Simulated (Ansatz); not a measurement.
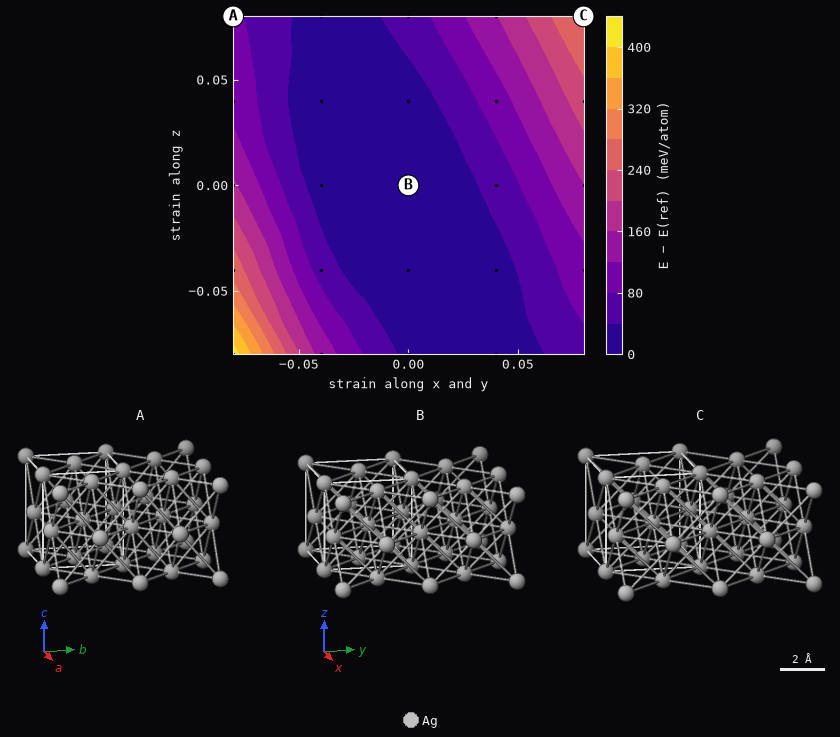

A crystal of Ag (Fm-3m): the cell is strained equally along x and y and separately along z, with the atoms kept at their fractional coordinates. x, y and z are the Cartesian axes of the input. The map is interpolated between the computed points (dots). The lettered frames are marked on it. The picture is a ball-and-stick view of the conventional cell (4 times the calculation's cell), repeated 2 × 2 × 1 with one cell outlined, seen slightly off an axis. Lengths and directions refer to the drawn axes.

Theory: Ansatz, DFT PBEsol, scalar-relativistic, plane waves, PAW. Set-up: plane-wave cutoff 420 eV; k-point mesh 20 × 20 × 20; occupations gaussian; smearing width 0.15 eV; no spin polarisation. Energies (free energies at the smearing named) are counted from the cell as listed in its source, which wasn't relaxed.

Q: Describe the energy landscape.

A: In pairs of (strain along x and y; strain along z): the lowest computed point lies at (0.000, 0.000) (0 meV/atom), the highest at (−0.080, −0.080) (417 meV/atom). The valley is tilted: raising the in-plane strain is made harder by raising the strain along z (cross term 0.75 of the geometric mean of the two curvatures). Over the ranges scanned the energy rises more along the first axis, the in-plane strain. The pressure runs from −14.5 GPa at (0.080, 0.080) to 51.0 GPa at (−0.080, −0.080). The frames lie at A (−0.080, 0.080): 88 meV/atom, B (0.000, 0.000): 0 meV/atom, C (0.080, 0.080): 290 meV/atom.
